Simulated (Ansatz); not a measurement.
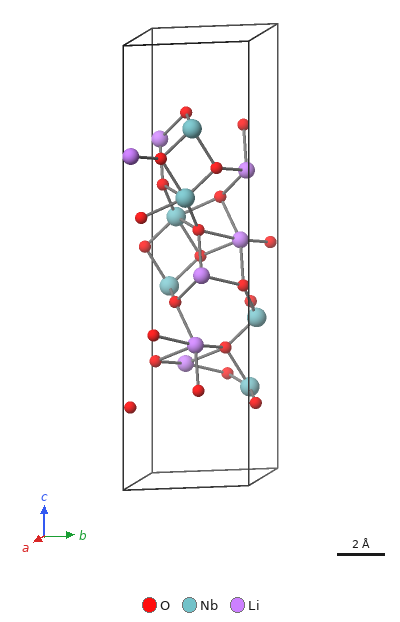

Fig. 1: The input geometry of run 1 (ball-and-stick view of the cell of the calculation, with the vacuum cut short, seen slightly off an axis). An atom can appear more than once, as a periodic image.

**What a change does: single-point calculation on LiNbO3**

System: LiNbO3 (slab, 30 atoms in the cell).
Method of run 1: DFT PBEsol, scalar-relativistic, plane waves, PAW, no spin polarisation (Ansatz 0.2.0).

The structure derives from an entry of the Crystallography Open Database. Text and figures count atoms from 1; the logs count them from 0 in places.

## Input, run 1
```yaml
crystal:
  lattice:
    - [5.1951977187, 0.0, 0.0]
    - [-2.5975988593, 4.9596543337, 0.0]
    - [0.0, 0.0, 27.4958132697]
  atoms:
    - { symbol: O, position: [0.8371933402, 0.0197662174, 0.2727688003] }
    - { symbol: Nb, position: [0.4402563294, 0.8805126588, 0.2885776329] }
    - { symbol: O, position: [0.997831763, 0.5998454551, 0.2996839626] }
    - { symbol: Li, position: [0.1509798552, 0.3019597104, 0.3216839127] }
    - { symbol: O, position: [0.4347703041, 0.1283430003, 0.334504927] }
    - { symbol: O, position: [0.4766944226, 0.694586453, 0.3535531424] }
    - { symbol: Li, position: [0.7604848714, 0.5209697429, 0.3663741566] }
    - { symbol: O, position: [0.9136329636, 0.2230839981, 0.3883741067] }
    - { symbol: Nb, position: [0.4712083972, 0.9424167945, 0.3994804364] }
    - { symbol: O, position: [0.0742713864, 0.8031632358, 0.415289269] }
    - { symbol: O, position: [0.4743482491, 0.2940760352, 0.4287397657] }
    - { symbol: Nb, position: [0.0774112383, 0.1548224765, 0.4445485982] }
    - { symbol: O, position: [0.6349866719, 0.8741552729, 0.4556549279] }
    - { symbol: Li, position: [0.7881347641, 0.5762695281, 0.477654878] }
    - { symbol: O, position: [0.0719252129, 0.402652818, 0.4904758923] }
    - { symbol: O, position: [0.1138493314, 0.9688962707, 0.5095241077] }
    - { symbol: Li, position: [0.3976397803, 0.7952795606, 0.522345122] }
    - { symbol: O, position: [0.5507878725, 0.4973938159, 0.5443450721] }
    - { symbol: Nb, position: [0.1083633061, 0.2167266122, 0.5554514018] }
    - { symbol: O, position: [0.7114262953, 0.0774730536, 0.5712602343] }
    - { symbol: O, position: [0.111503158, 0.5683858529, 0.584710731] }
    - { symbol: Nb, position: [0.7145661471, 0.4291322943, 0.6005195636] }
    - { symbol: O, position: [0.2721415807, 0.1484650906, 0.6116258933] }
    - { symbol: Li, position: [0.4252896729, 0.8505793459, 0.6336258434] }
    - { symbol: O, position: [0.7090801218, 0.6769626358, 0.6464468576] }
    - { symbol: O, position: [0.7510042403, 0.2432060885, 0.665495073] }
    - { symbol: Li, position: [0.0347946892, 0.0695893784, 0.6783160873] }
    - { symbol: O, position: [0.1879427814, 0.7717036336, 0.7003160374] }
    - { symbol: Nb, position: [0.745518215, 0.49103643, 0.7114223671] }
    - { symbol: O, position: [0.3485812042, 0.3517828713, 0.7272311997] }
basis:
  ecutwfc: 420
kpoints:
  mp_grid: { grid: [6, 6, 1] }
hamiltonian:
  xc: pbesol
scf:
  occupations: { method: gaussian, width: 0.05 }
output:
  forces: true
  stress: true
  eigenvalues: true
  write_density: true
  write_potential: true
  elf: true
  volumetric_format: npy
efield:
  axis: 3
  dipole_correction: true
  ramp_width: 0.04
```

Launched with:
```bash
ansatz run input.yaml --threads 4 --pin off --max-ram 10240MiB --backend cpu --events-out ev --progress --plain --runs-dir out
```

Hardware: 4 threads of Intel Xeon (Sapphire Rapids), 32 GiB of memory available, shared host.

## Output, shortened to warnings, some set-up lines, iterations and results (run 1)
```
WARN: The output density's exchange-correlation potential varies sharply where the density is thin. Do not read a vacuum level from v_tot or v_xc, or from such a field of the output density. On a cell that repeats whose density bears no net charge and no dipole along the vacuum's axis use v_es (v_loc + v_h of the components); under efield.dipole_correction with no amplitude use v_es + v_field, …
Basis set: ecut = 420 eV, 13895 PW (Γ), exchange–correlation on 72×80×384 points (8 copies of the dense FFT grid, shifted against one another)
Symmetry: 1 space group operations
k-points: 20 of 36 (time reversal used)
Initial density: superposition of atomic densities (neutral atoms: chi_scale 0, normalization atom), corrected by the library's trained network
[...]
SCF iter   1: F=—  HF=-38307.957523 eV  |F-HF|=—  |Δ(HF+E_count)|=         —  Δρ=1.28e-2  dr2=1.08e0  ethr=1.77e-3  p=0.000 e·Å  D=1.60e-11 V/Å  ΔV_dip=-0.00 eV  …
SCF iter   2: F=—  HF=-38307.834837 eV  |F-HF|=—  |Δ(HF+E_count)|=   1.23e-1  Δρ=7.79e-3  dr2=5.49e-1  ethr=5.30e-4  p=0.000 e·Å  D=3.78e-6 V/Å  ΔV_dip=-0.00 eV  …
SCF iter   3: F=—  HF=-38307.753012 eV  |F-HF|=—  |Δ(HF+E_count)|=   8.18e-2  Δρ=2.67e-3  dr2=4.38e-2  ethr=2.69e-4  p=0.000 e·Å  D=1.59e-6 V/Å  ΔV_dip=-0.00 eV  …
SCF iter   4: F=—  HF=-38307.749465 eV  |F-HF|=—  |Δ(HF+E_count)|=   3.55e-3  Δρ=1.41e-3  dr2=1.70e-2  ethr=2.15e-5  p=0.000 e·Å  D=4.69e-7 V/Å  ΔV_dip=-0.00 eV  …
SCF iter   5: F=—  HF=-38307.747954 eV  |F-HF|=—  |Δ(HF+E_count)|=   1.51e-3  Δρ=4.84e-4  dr2=1.53e-3  ethr=8.35e-6  p=-0.000 e·Å  D=-7.26e-8 V/Å  ΔV_dip=0.00 eV  …
SCF iter   6: F=—  HF=-38307.748122 eV  |F-HF|=—  |Δ(HF+E_count)|=   1.68e-4  Δρ=2.93e-4  dr2=6.50e-4  ethr=7.50e-7  p=-0.000 e·Å  D=-1.70e-7 V/Å  ΔV_dip=0.00 eV  …
SCF iter   7: F=—  HF=-38307.748160 eV  |F-HF|=—  |Δ(HF+E_count)|=   3.81e-5  Δρ=7.12e-5  dr2=3.80e-5  ethr=3.19e-7  p=-0.000 e·Å  D=-1.84e-7 V/Å  ΔV_dip=0.00 eV  …
SCF iter   8: F=—  HF=-38307.749027 eV  |F-HF|=—  |Δ(HF+E_count)|=   8.67e-4  Δρ=4.16e-5  dr2=1.11e-5  ethr=1.86e-8  p=-0.000 e·Å  D=-2.51e-7 V/Å  ΔV_dip=0.00 eV  …
SCF iter   9: F=—  HF=-38307.749034 eV  |F-HF|=—  |Δ(HF+E_count)|=   7.71e-6  Δρ=1.70e-5  dr2=2.81e-6  ethr=5.46e-9  p=0.000 e·Å  D=1.48e-8 V/Å  ΔV_dip=-0.00 eV  …
SCF iter  10: F=—  HF=-38307.749035 eV  |F-HF|=—  |Δ(HF+E_count)|=   3.29e-7  Δρ=5.37e-6  dr2=2.15e-7  ethr=1.38e-9  p=0.000 e·Å  D=8.63e-8 V/Å  ΔV_dip=-0.00 eV  …
SCF iter  11: F=-38307.749035 eV  HF=-38307.749035 eV  |F-HF|=1.50e-8  |Δ(HF+E_count)|=   2.19e-7  Δρ=2.87e-6  dr2=6.48e-8  ethr=4.90e-11  p=0.000 e·Å  D=3.32e-8 V/Å  …
SCF 1 converged in 11 iterations: F = -38307.749035 eV  dr2 = 6.48e-8
WARN: The output density's exchange-correlation potential varies sharply where the density is thin. Do not read a vacuum level from v_tot or v_xc, or from such a field of the output density. On a cell that repeats whose density bears no net charge and no dipole along the vacuum's axis use v_es …
SCF converged after 11 iterations
Free energy (F): -38307.749035 eV
Harris-Foulkes:  -38307.749035 eV  (|F-HF|=1.50e-8)
Internal energy: -38307.749035 eV  (E = F + TS)
E sigma→0 (E₀):  -38307.749035 eV
Fermi energy:    1.858583 eV
Dipole field:    D = 0.000000 V/Å  (p = 0.000000 e·Å, saw-weighted, corrected)
Work function:   Φ+ = 4.2843 eV   Φ− = 4.2843 eV
[...]
```

For run 2 the input was changed thus:
```diff
+  mixing: { algorithm: broyden, beta: 0.05 }
-  write_density: true
-  write_potential: true
-  elf: true
-  volumetric_format: npy
```

Predict how the results change.

Both reach the same energy, so the change doesn't alter the result. The SCF takes 19 iterations against 11.

## Output, shortened to warnings, some set-up lines, iterations and results (run 2)
```
Basis set: ecut = 420 eV, 13895 PW (Γ), exchange–correlation on 72×80×384 points (8 copies of the dense FFT grid, shifted against one another)
Symmetry: 1 space group operations
k-points: 20 of 36 (time reversal used)
Initial density: superposition of atomic densities (neutral atoms: chi_scale 0, normalization atom), corrected by the library's trained network
[...]
SCF iter   1: F=—  HF=-38307.957613 eV  |F-HF|=—  |Δ(HF+E_count)|=         —  Δρ=1.28e-2  dr2=1.08e0  ethr=1.77e-3  p=0.000 e·Å  D=1.60e-11 V/Å  ΔV_dip=-0.00 eV  …
SCF iter   2: F=—  HF=-38307.903664 eV  |F-HF|=—  |Δ(HF+E_count)|=   5.39e-2  Δρ=1.10e-2  dr2=7.72e-1  ethr=5.30e-4  p=0.000 e·Å  D=3.61e-7 V/Å  ΔV_dip=-0.00 eV  …
SCF iter   3: F=—  HF=-38307.762405 eV  |F-HF|=—  |Δ(HF+E_count)|=   1.41e-1  Δρ=3.37e-3  dr2=8.10e-2  ethr=3.78e-4  p=-0.000 e·Å  D=-3.98e-7 V/Å  ΔV_dip=0.00 eV  …
SCF iter   4: F=—  HF=-38307.757561 eV  |F-HF|=—  |Δ(HF+E_count)|=   4.84e-3  Δρ=2.85e-3  dr2=5.61e-2  ethr=3.97e-5  p=-0.000 e·Å  D=-4.65e-7 V/Å  ΔV_dip=0.00 eV  …
SCF iter   5: F=—  HF=-38307.750207 eV  |F-HF|=—  |Δ(HF+E_count)|=   7.35e-3  Δρ=1.96e-3  dr2=2.10e-2  ethr=2.75e-5  p=-0.000 e·Å  D=-6.26e-7 V/Å  ΔV_dip=0.00 eV  …
[... 10 lines ...]
SCF iter  16: F=—  HF=-38307.749035 eV  |F-HF|=—  |Δ(HF+E_count)|=   7.80e-7  Δρ=7.89e-6  dr2=4.14e-7  ethr=5.25e-10  p=0.000 e·Å  D=5.80e-8 V/Å  ΔV_dip=-0.00 eV  …
SCF iter  17: F=—  HF=-38307.749035 eV  |F-HF|=—  |Δ(HF+E_count)|=   3.45e-8  Δρ=4.87e-6  dr2=1.67e-7  ethr=2.03e-10  p=0.000 e·Å  D=6.36e-8 V/Å  ΔV_dip=-0.00 eV  …
SCF iter  18: F=—  HF=-38307.749035 eV  |F-HF|=—  |Δ(HF+E_count)|=   3.55e-8  Δρ=3.83e-6  dr2=1.13e-7  ethr=4.90e-11  p=0.000 e·Å  D=7.30e-8 V/Å  ΔV_dip=-0.00 eV  …
SCF iter  19: F=-38307.749035 eV  HF=-38307.749035 eV  |F-HF|=3.34e-8  |Δ(HF+E_count)|=   2.89e-8  Δρ=3.55e-6  dr2=7.47e-8  ethr=4.90e-11  p=0.000 e·Å  D=5.55e-8 V/Å  …
SCF 1 converged in 19 iterations: F = -38307.749035 eV  dr2 = 7.47e-8
SCF converged after 19 iterations
Stability not checked: this state was not tested for a lower state beside it, because the mixer in use, unlike msr1, does not test its closes by its own steps (another_mixer; see scf.mixing.algorithm and scf.lower_state_search)
Free energy (F): -38307.749035 eV
Harris-Foulkes:  -38307.749035 eV  (|F-HF|=3.34e-8)
Internal energy: -38307.749035 eV  (E = F + TS)
E sigma→0 (E₀):  -38307.749035 eV
Fermi energy:    1.858535 eV
Dipole field:    D = -0.000000 V/Å  (p = -0.000001 e·Å, saw-weighted, corrected)
Work function:   Φ+ = 4.2843 eV   Φ− = 4.2843 eV
Levels:          The Fermi level and band energies are counted from a zero that moves with the ramp; work functions are not
--- Per-component energies (eV) ---
  E_band       = -3089.757308
  E_kinetic    = 5613.805167
  E_local      = -198828.221512  (includes V_loc(G=0)·N_el)
  E_nonlocal   = 1372.725007
  E_hartree    = 96564.118761
  E_xc         = -2412.828078
  E_vxc        = -3027.285050  (∫ρ·V_xc dr)
  E_paw        = -20952.744045  (= ΣΔE_a)
  E_vpaw       = -1349.072619  (= ΣTr[D̂ρ^β])
  E_aug_tail   = 0.043713  (compensation charges beyond the density's cutoff)
  E_efield     = 0.000000  (sawtooth field / dipole correction)
  E_vefield    = 0.000000  (∫n·V_field dr)
  E_ewald      = 80333.584515
  E_core_change = 1.767436  (= ΣΔE_core)
  E_smearing   = -0.000000  (= −TS)
  E_closure    = -0.000000  (closes the sum)
  Σ components = -38307.749035   (vs F -38307.749035, Δ=0.00e0)
--- Forces (eV/Å), atoms counted from 1 ---
  atom   1  O     -2.78735038    -1.43939817     0.18381651
  atom   2  Nb    -0.85079286    -0.47950829     3.81766622
  atom   3  O      3.74365852     1.91545593    -1.17815298
  atom   4  Li    -0.79100884    -0.26214761     0.07596711
  atom   5  O      0.23379252    -0.28974168    -1.12707413
  atom   6  O      0.18985223     0.28051861    -1.42884259
  atom   7  Li     0.31835182     0.15700547    -0.51675770
  atom   8  O      0.03735722    -0.10759704     0.26355629
  atom   9  Nb    -0.05846585     0.28585551     0.11582065
  atom  10  O      0.10245099     0.06947076     0.11097914
  atom  11  O      0.11271172    -0.02656605    -0.12119686
  atom  12  Nb    -0.11085315    -0.02306290    -0.17131057
  atom  13  O     -0.14016347    -0.08191854    -0.06080162
  atom  14  Li     0.02443655     0.00264742    -0.00538044
  atom  15  O     -0.00023687     0.01638738     0.00424154
  atom  16  O      0.00023663    -0.01638704    -0.00424079
  atom  17  Li    -0.02443694    -0.00264717     0.00538012
  atom  18  O      0.14016398     0.08191844     0.06080253
  atom  19  Nb     0.11085315     0.02306258     0.17130861
  atom  20  O     -0.11271201     0.02656616     0.12119733
[...]
```

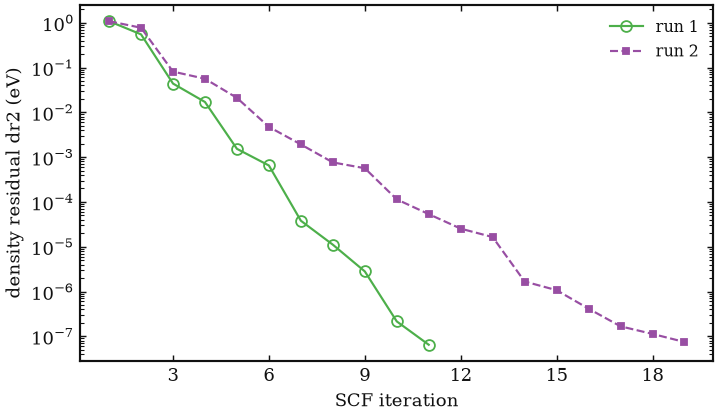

Fig. 2: Convergence of the two runs: density residual dr2 against the SCF iteration. Run 1 takes 11 iterations in all, and run 2 takes 19.

## The two runs side by side

```tsv
quantity	run 1	run 2
outcome	converged	converged
free energy per atom (eV)	−1276.9250	−1276.9250
gap on the mesh (eV)	1.45	1.45
work function (eV)	4.28	–
largest force (eV/Å)	4.367	4.367
SCF iterations	11	19
irreducible k-points	20	20
plane waves at Γ	13895	13895
wall time (shared host)	59 s	75 s
```

For run 1: Warnings: the exchange-correlation potential is rough where the density is thin.
